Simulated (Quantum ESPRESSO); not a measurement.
# A series of single points on BN

System: BN (4 atoms in the cell).
Method: Kohn-Sham DFT of a periodic cell, r2SCAN, SG15 PBE 1.2, no spin polarisation (Quantum ESPRESSO 7.5).

The 7 runs differ only in the geometry, by an even scaling of the cell at fixed fractional positions. The structure derives from an entry of the Crystallography Open Database.

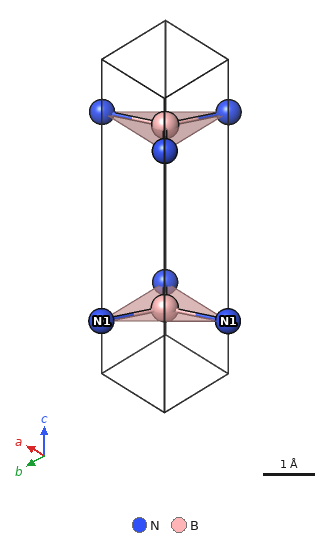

Figure 1. The structure of run 4 (polyhedral view of the cell of the calculation, seen at an oblique angle; polyhedra are completed across the faces of the cell; atoms are numbered from 1 in the order of the input). An atom can appear more than once, as a periodic image.

### Input of run 4
```
&CONTROL
  calculation = 'scf'
  prefix = 'pwscf'
  outdir = './tmp'
  pseudo_dir = './pseudo'
  tstress = .true.
  disk_io = 'nowf'
/
&SYSTEM
  ibrav = 0
  nat = 4
  ntyp = 2
  ecutwfc = 88
  nbnd = 14
  input_dft = 'r2scan'
  occupations = 'smearing'
  smearing = 'fd'
  degauss = 0.00367493
  nosym = .true.
  nr1 = 36
  nr2 = 36
  nr3 = 96
/
&ELECTRONS
  conv_thr = 1d-08
  electron_maxstep = 120
  mixing_beta = 0.5
/
ATOMIC_SPECIES
N     14.0070 N_ONCV_PBE-1.2.upf
B     10.8100 B_ONCV_PBE-1.2.upf
CELL_PARAMETERS angstrom
   2.4982400000    0.0000000000    0.0000000000
  -1.2491200000    2.1635393048    0.0000000000
   0.0000000000    0.0000000000    6.6357000000
ATOMIC_POSITIONS crystal
N      0.6666666667    0.3333333333    0.2500000000
N      0.3333333333    0.6666666667    0.7500000000
B      0.6666666667    0.3333333333    0.7500000000
B      0.3333333333    0.6666666667    0.2500000000
K_POINTS automatic
9 9 3 0 0 0
```

Command:
```bash
OMP_NUM_THREADS=1 mpirun -n 2 pw.x -nk 2 -in pw.in > pw.out
```

Lattice vectors (Å) and fractional positions of run 4:
```
   2.498240    0.000000    0.000000
  -1.249120    2.163539    0.000000
   0.000000    0.000000    6.635700
N   0.666667  0.333333  0.250000
N   0.333333  0.666667  0.750000
B   0.666667  0.333333  0.750000
B   0.333333  0.666667  0.250000
```

Run 6 differs from it as follows:
```diff
-   2.4982400000    0.0000000000    0.0000000000
-  -1.2491200000    2.1635393048    0.0000000000
-   0.0000000000    0.0000000000    6.6357000000
+   2.5311153490    0.0000000000    0.0000000000
+  -1.2655576745    2.1920101922    0.0000000000
+   0.0000000000    0.0000000000    6.7230218559
```

### Results, with one run withheld

| run | volume per atom (Å³) | free energy per atom, from the lowest run given (meV) | pressure (GPa) | gap on the mesh (eV) |
| --- | --- | --- | --- | --- |
| 1 | 8.429 | 26.18 | 16.62 | 5.18 |
| 2 | 8.608 | 11.06 | 10.46 | 5.15 |
| 3 | 8.787 | 2.52 | 4.84 | 5.12 |
| 4 | 8.967 | 0.00 | −0.29 | 5.09 |
| 5 | 9.146 | 2.97 | −4.97 | 5.06 |
| 6 | 9.325 | ? | ? | ? |
| 7 | 9.505 | 23.52 | −13.16 | 4.99 |

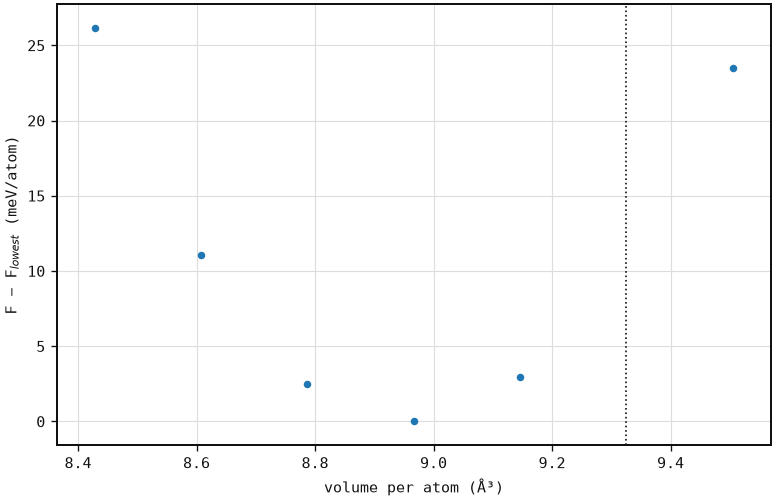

Figure 2. Free energy per atom of the runs given; the dotted line marks run 6.

What should run 6 give?

A cubic polynomial in V^(−2/3) (the Birch–Murnaghan form), fitted to the 6 runs given, misses them by under 0.01 meV per atom. With x = V^(−2/3) − 0.23293 Å⁻², it reads F = 0.31192 + 610.26 x + 2.8716e+05 x² − 2.287e+05 x³ (meV per atom). At run 6 it gives 10.93 meV per atom, and the run itself gives 10.95. The slope of the fit gives a pressure −dF/dV of −9.22 GPa there, and the run prints −9.25 GPa. The fit has its minimum at 8.956 Å³ per atom, where V d²F/dV² gives 246 GPa. Cell shape and fractional positions are held, so this is the stiffness under even scaling; the relaxed bulk modulus wasn't computed and can be far lower in a crystal of layers, chains or molecules like this one. The gap on the mesh goes, without turning, from 5.18 eV in run 1 to 4.99 eV in run 7; run 6 has 5.03 eV. These are gaps of this functional on this mesh, which can miss the band edges; they aren't the measured gap.

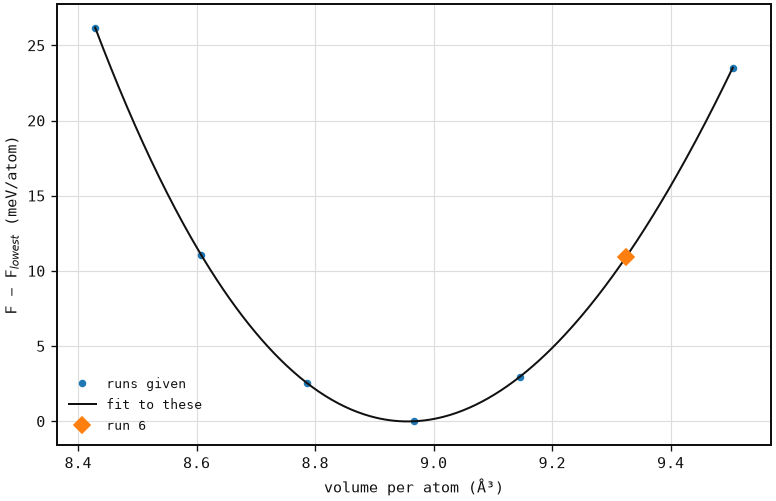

Figure 3. The fit and the withheld run.

### Some lines of the output (run 6)
```
[...]
     total energy              =     -51.36481190 Ry
     total energy              =     -51.47897556 Ry
     total energy              =     -51.48646459 Ry
     total energy              =     -51.48723449 Ry
     total energy              =     -51.48745857 Ry
     total energy              =     -51.48746148 Ry
     total energy              =     -51.48746553 Ry
     total energy              =     -51.48746572 Ry
     total energy              =     -51.48746579 Ry
     the Fermi energy is     7.1790 ev
!    total energy              =     -51.48746580 Ry
     The total energy is F=E-TS. E is the sum of the following terms:
     Computing stress (Cartesian axis) and pressure
          total   stress  (Ry/bohr**3)                   (kbar)     P=      -92.54
```

Notes: Further notes kept with the run: potentials made for another functional. Points of doubt noted for this run: potentials made for another functional.
